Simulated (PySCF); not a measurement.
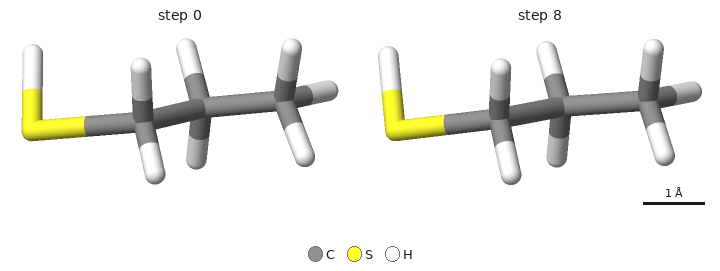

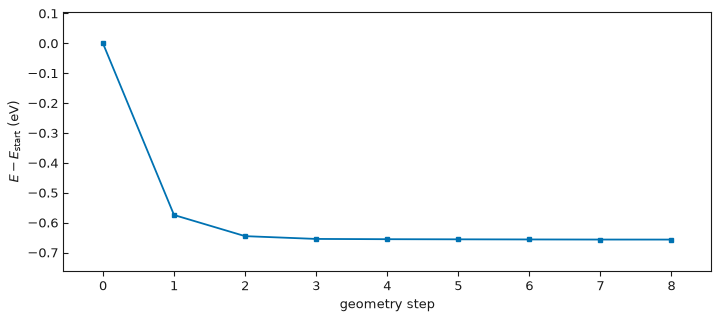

First and last geometry of a relaxation of C$_{3}$H$_{8}$S, with the history of the run. The picture is a stick view, seen from a free direction.

The start comes from MMFF94s. Its atoms were then displaced at random by about 0.03 Å.

The calculation used PySCF 2.14.0, density-fitted response routines, PBE0-D3(BJ)/def2-SVP geometry optimisation, gas phase. 

> What do the curves and the structures tell?

It converged. The energy falls by 0.657 eV in 8 geometry steps. The atom that moves furthest after the best rigid fit is a C atom (0.10 Å). Largest moves by element: C 0.10 Å, H 0.09 Å, S 0.07 Å. Near-neighbour distances that change, for instance: C–S 1.969 → 1.819 Å, C–C 1.430 → 1.521 Å, C–H 1.171 → 1.102 Å, C–H 1.039 → 1.103 Å. Bond angles that change, for instance: H–C–H 101.1° → 107.4°, S–C–H 103.9° → 109.5°, C–C–H 115.7° → 111.3°.
